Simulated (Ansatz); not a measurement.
Geometry relaxation of MoS$_{2}$ (part 2 of 2)

Continued. System: MoS$_{2}$ (P6₃/mmc, 6 atoms in the cell). Method: DFT PBE+D3(BJ), scalar-relativistic, plane waves, PAW, no spin polarisation (Ansatz 0.2.0); cutoff 420 eV, 12×12×4 k-mesh, Gaussian smearing of 0.02 eV. The structure derives from an entry of the Crystallography Open Database.

Geometry of the input (Å; fractional positions):
```
3.1505  0.0000  0.0000
-1.5753  2.7284  0.0000
0.0000  0.0000  12.0817
Mo 0.3333  0.6667  0.2500
Mo 0.6667  0.3333  0.7500
S  0.3333  0.6667  0.6204
S  0.6667  0.3333  0.1204
S  0.3333  0.6667  0.8796
S  0.6667  0.3333  0.3796
```

### Output, continued
```
--- Per-component energies (eV) ---
  E_band       = -286.824506
  E_kinetic    = 1314.454718
  E_local      = -3761.282654  (includes V_loc(G=0)·N_el)
  E_nonlocal   = 398.550863
  E_hartree    = 1439.880426
  E_xc         = -758.057164
  E_vxc        = -811.463862  (∫ρ·V_xc dr)
  E_paw        = -8803.189167  (= ΣΔE_a)
  E_vpaw       = -306.844514  (= ΣTr[D̂ρ^β])
  E_aug_tail   = 0.000084  (compensation charges beyond the density's cutoff)
  E_ewald      = -3355.829663
  E_disp       = -2.625471  (pairwise vdW)
  E_smearing   = -0.000000  (= −TS)
  E_closure    = 0.000000  (closes the sum)
  Σ components = -13528.098028   (vs F -13528.098028, Δ=0.00e0)
--- Forces (eV/Å), atoms counted from 1 ---
  atom   1  Mo     0.00000000    -0.00000000    -0.00000000
  atom   2  Mo    -0.00000000     0.00000000     0.00000000
  atom   3  S     -0.00000000     0.00000000     0.00068872
  atom   4  S      0.00000000    -0.00000000     0.00068872
  atom   5  S     -0.00000000     0.00000000    -0.00068872
  atom   6  S      0.00000000    -0.00000000    -0.00068872
  max |Σ_I F_I| component: 1.50e-17 eV/Å
--- Stress (GPa, compression-positive) ---
       -0.008098      -0.000000       0.000000
       -0.000000      -0.008098       0.000000
        0.000000       0.000000      -0.014412
  P = ⅓ Tr σ = -0.0102 GPa (-0.102 kbar)
--- Band table (eV; the first three rows and the last of 57) ---
  k-point 0: bands = ["-50.0841", "-50.0841", "-24.2452", "-24.2450", "-24.0009", "-24.0009", "-24.0009", "-24.0009", "-3.6651", "-3.3213", "-2.4651", "-1.9072", "4.3895", "5.5960", "7.7601", "8.1385", "8.1385", "8.1555", "8.1555", "9.2453", "9.2453", "9.3062", "9.3062", "10.1841", "10.3613", "11.4689", "13.5492", "13.5492", "13.5847", "13.5847", "13.6899", "13.6899"]
  k-point 1: bands = ["-50.0841", "-50.0841", "-24.2451", "-24.2450", "-24.0010", "-24.0010", "-24.0009", "-24.0009", "-3.6279", "-3.3928", "-2.3643", "-1.9779", "4.5245", "5.3461", "8.0905", "8.1409", "8.1409", "8.1530", "8.1530", "9.2542", "9.2542", "9.2973", "9.2973", "9.5630", "10.8325", "11.4055", "13.5491", "13.5491", "13.5682", "13.5682", "13.7333", "13.7333"]
  k-point 2: bands = ["-50.0841", "-50.0841", "-24.2451", "-24.2451", "-24.0009", "-24.0009", "-24.0009", "-24.0009", "-3.5253", "-3.5253", "-2.1581", "-2.1581", "4.8878", "4.8878", "8.1468", "8.1468", "8.1468", "8.1468", "8.7922", "8.7922", "9.2758", "9.2758", "9.2758", "9.2758", "11.2022", "11.2022", "13.5528", "13.5528", "13.5528", "13.5528", "13.8142", "13.8142"]
  k-point 56: bands = ["-50.0355", "-50.0355", "-24.3123", "-24.3123", "-24.2654", "-24.2654", "-24.1499", "-24.1499", "-1.2312", "-1.2312", "-1.2065", "-1.2065", "5.1933", "5.1933", "5.9834", "5.9834", "6.5800", "6.5800", "6.8862", "6.8862", "7.9987", "7.9987", "8.4985", "8.4985", "10.7104", "10.7104", "12.5276", "12.5276", "13.6829", "13.6829", "14.3372", "14.3372"]
--- Relaxed structure (3 steps of the walk, 3 accepted, 1 SCFs on fresh bases) ---
  F+E_penalty+E_count = -13528.09802780 eV   max|allowed force component| = 6.887e-4 eV/Å   (the final SCF, on the basis selected at the relaxed cell)
  cell:  # Å, volume = 103.8547 Å³
    - [3.1493511255838897, -2.8856970708580842e-11, -5.13656579649116e-34]
    - [-1.5746755627669542, 2.727418080207193, -4.5942150409839215e-35]
    - [-2.0007363674591755e-33, -1.3406996276788286e-33, 12.09075388404094]
  atoms:
    - { symbol: Mo, position: [0.3333333333333333, 0.6666666666666665, 0.24999999999999994] }
    - { symbol: Mo, position: [0.6666666666666667, 0.3333333333333333, 0.7499999999999999] }
    - { symbol: S, position: [0.3333333333333333, 0.6666666666666665, 0.6204905688011788] }
    - { symbol: S, position: [0.6666666666666667, 0.3333333333333333, 0.12049056880117884] }
    - { symbol: S, position: [0.3333333333333333, 0.6666666666666665, 0.879509431198821] }
    - { symbol: S, position: [0.6666666666666667, 0.3333333333333333, 0.3795094311988211] }
```

### Trajectory as extended XYZ (Å, eV, eV/Å), 4 frames, from step=1 to step=4
```
6
Lattice="3.1505 0.0000 0.0000 -1.5753 2.7284 0.0000 0.0000 0.0000 12.0817" Properties=species:S:1:pos:R:3:forces:R:3 step=1 energy=-13528.09799 pressure_GPa=-0.10
Mo    0.0000    1.8189    3.0204    0.0000   0.0000   0.0000
Mo    1.5753    0.9095    9.0613    0.0000   0.0000   0.0000
S     0.0000    1.8189    7.4955    0.0000   0.0000   0.0082
S     1.5753    0.9095    1.4547    0.0000   0.0000   0.0082
S     0.0000    1.8189   10.6271    0.0000   0.0000  -0.0082
S     1.5753    0.9095    4.5862    0.0000   0.0000  -0.0082
6
Lattice="3.1480 0.0000 0.0000 -1.5740 2.7263 0.0000 0.0000 0.0000 12.0948" Properties=species:S:1:pos:R:3:forces:R:3 step=2 energy=-13528.09800 pressure_GPa=0.05
Mo    0.0000    1.8175    3.0237    0.0000   0.0000   0.0000
Mo    1.5740    0.9088    9.0711    0.0000   0.0000   0.0000
S     0.0000    1.8175    7.5046    0.0000   0.0000   0.0028
S     1.5740    0.9088    1.4572    0.0000   0.0000   0.0028
S     0.0000    1.8175   10.6375    0.0000   0.0000  -0.0028
S     1.5740    0.9088    4.5901    0.0000   0.0000  -0.0028
6
Lattice="3.1494 0.0000 0.0000 -1.5747 2.7274 0.0000 0.0000 0.0000 12.0908" Properties=species:S:1:pos:R:3:forces:R:3 step=3 energy=-13528.09803 pressure_GPa=-0.01
Mo    0.0000    1.8183    3.0227    0.0000   0.0000   0.0000
Mo    1.5747    0.9091    9.0681    0.0000   0.0000   0.0000
S     0.0000    1.8183    7.5022    0.0000   0.0000   0.0007
S     1.5747    0.9091    1.4568    0.0000   0.0000   0.0007
S     0.0000    1.8183   10.6339    0.0000   0.0000  -0.0007
S     1.5747    0.9091    4.5886    0.0000   0.0000  -0.0007
6
Lattice="3.1494 0.0000 0.0000 -1.5747 2.7274 0.0000 0.0000 0.0000 12.0908" Properties=species:S:1:pos:R:3:forces:R:3 step=4 energy=-13528.09803 pressure_GPa=-0.01
Mo    0.0000    1.8183    3.0227    0.0000   0.0000   0.0000
Mo    1.5747    0.9091    9.0681    0.0000   0.0000   0.0000
S     0.0000    1.8183    7.5022    0.0000   0.0000   0.0007
S     1.5747    0.9091    1.4568    0.0000   0.0000   0.0007
S     0.0000    1.8183   10.6339    0.0000   0.0000  -0.0007
S     1.5747    0.9091    4.5886    0.0000   0.0000  -0.0007
```

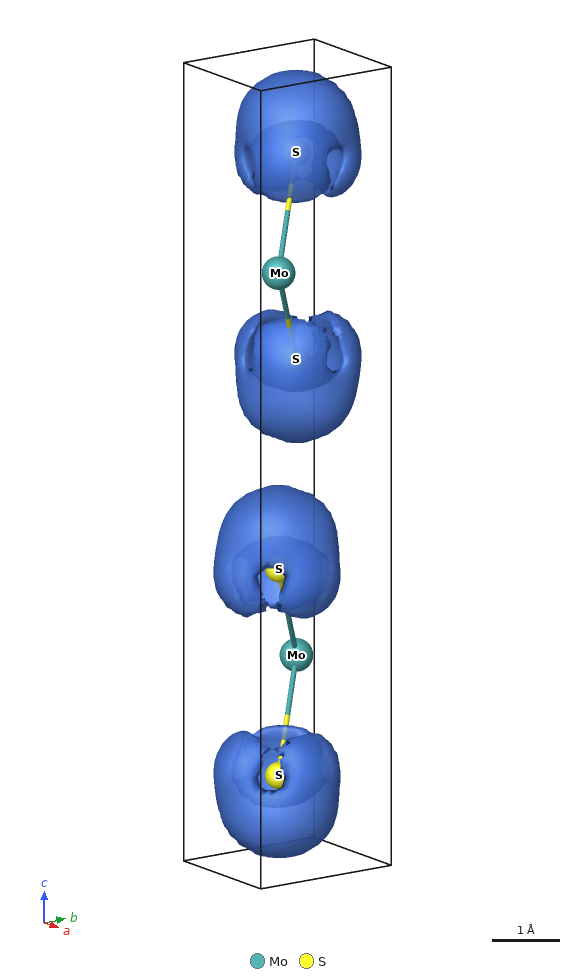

Fig. 1: Isosurface of the electron localisation function at 0.8 (blue), seen slightly off an axis. Only the valence region is drawn (cores and ρ < 0.01 e/Å³ removed). Sticks mark near contacts. The outline is the cell set on symmetry axes. Along the contacts the grid gives the following. Mo–S (2.40 Å): the ELF is about 0.45 at the midpoint. The fields are those of the smooth PAW valence density.

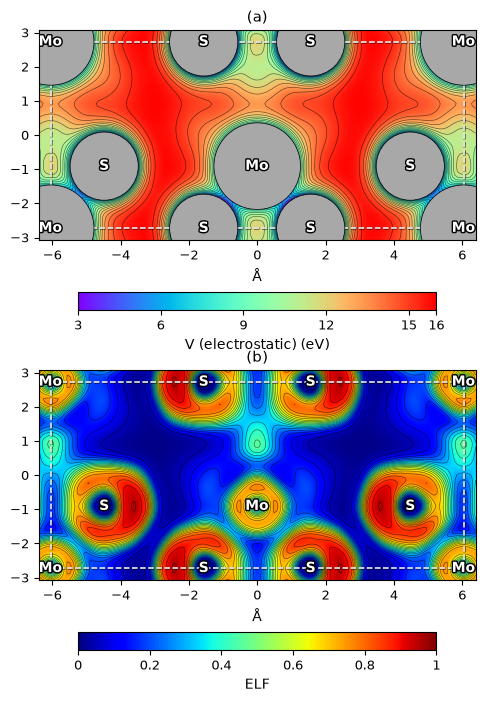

Fig. 2: (a) electrostatic potential energy of an electron; (b) electron localisation function on the (110) plane of the conventional cell. Grey discs, where drawn, cover atomic cores. Atoms in the plane: Mo and S. Mo–S (2.40 Å): the ELF is about 0.45 at the midpoint. The strong features right at Mo lie inside the PAW spheres (semicore, d or f shells) and say nothing about bonding. Outside the cores the potential energy rises away from the atoms and is highest about 2.3 Å from the nearest atoms; outside the discs it spans about 12 eV, and its zero is arbitrary.

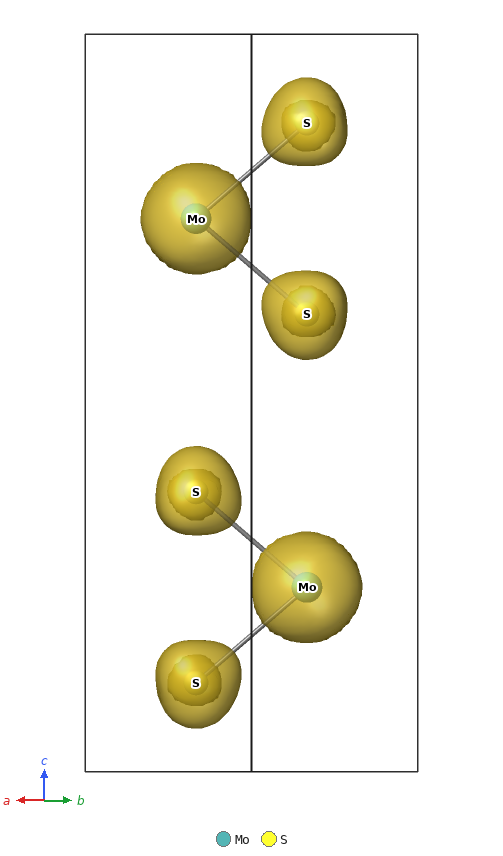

Fig. 3: Isosurface of the valence electron density at 1 e/Å³ (yellow), seen along [110]. Sticks mark near contacts. The outline is the cell set on symmetry axes. At this value the density breaks into separate islands; it holds about 45 % of the electrons treated as valence (semicore included). It is pinched off along the Mo–S (2.40 Å) contacts. On the grid the lowest density along these lines, outside the cores, is 0.61 e/Å³ (Mo–S, 2.40 Å).

### Results in brief

```json
{"quantity": "outcome", "value": "converged"}
{"quantity": "space group (tolerance 0.01 Å)", "value": "P6₃/mmc (194)"}
{"quantity": "electrons treated", "value": "52"}
{"quantity": "free energy", "value": "−13528.0980 eV"}
{"quantity": "Fermi energy", "value": "11.861 eV"}
{"quantity": "gap on the k-point mesh", "value": "0.78 eV"}
{"quantity": "pressure", "value": "−0.01 GPa"}
{"quantity": "final volume", "value": "103.85 Å³"}
{"quantity": "largest force (length of the vector) at the end", "value": "0.001 eV/Å"}
{"quantity": "final cell", "value": "a = 3.149 Å, b = 3.149 Å, c = 12.091 Å, α = 90.00°, β = 90.00°, γ = 120.00°"}
{"quantity": "hardware", "value": "2 threads of Intel Xeon @ 2.50GHz (Skylake/Cascade Lake), 16 GiB of memory available, shared host"}
{"quantity": "wall time", "value": "21 s (CPU time 40 s)"}
{"quantity": "peak memory", "value": "0.55 GiB"}
```
